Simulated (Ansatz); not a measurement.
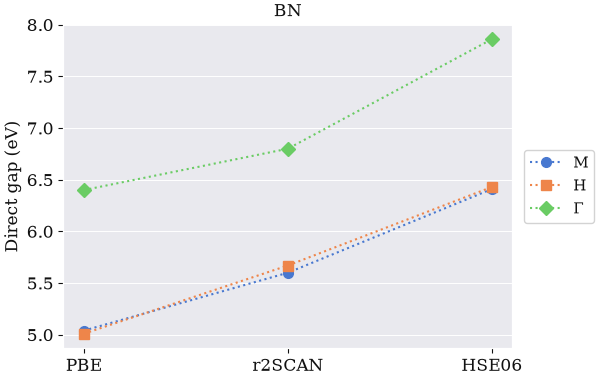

Direct gap at each named k point, by several methods on one cell of layered hexagonal BN, space group P6_3/mmc (No. 194), 4 atoms in the cell, relaxed with r2SCAN+rVV10, then under −4.56 % epitaxial xy strain; a = 2.387 Å, c = 6.524 Å (hexagonal axes). All runs are without spin-orbit coupling and carry no moments. Points keep the names that they have in the unstrained cell. The cell is at 48 GPa in PBE. The smallest gap is indirect or lies off these points.

Does HSE06 open these direct gaps by one amount over PBE?

The shifts are +1.37 eV at M, +1.42 eV at H and +1.46 eV at Γ, and at points that aren't plotted +1.64 eV (A), +1.45 eV (K) and +1.42 eV (L): over the named points that both runs hold, a spread of 0.27 eV on a mean of 1.46 eV, so one shift describes them only roughly.

How do the methods rank at M?

From low to high: PBE 5.04, r2SCAN 5.60, HSE06 6.41 eV.

```
method  program  M (eV)  H (eV)  Γ (eV)
   PBE   Ansatz    5.04    5.01    6.40
r2SCAN   Ansatz    5.60    5.67    6.80
 HSE06   Ansatz    6.41    6.43    7.86
```

Settings. PBE: Ansatz PAW set, 12×12×4 k mesh, 420 eV cutoff, Fermi-Dirac smearing of 0.02 eV (Ansatz 0.2.0). r2SCAN: Ansatz PAW set, 12×12×4 k mesh, 500 eV cutoff, fixed occupations (Ansatz). HSE06: Ansatz PAW set, 9×9×4 k mesh, 420 eV cutoff, fixed occupations (Ansatz).

LDA, GGA and most meta-GGA functionals understate gaps. r2SCAN: the potentials were made for another functional. HSE06: the PAW data sets were made with another functional. Over all k points computed the smallest gap is 4.44 eV in PBE, 4.99 eV in r2SCAN and 5.74 eV in HSE06, from the valence top at a point off the named ones to the conduction bottom at M, and such a mesh can miss a smaller one.
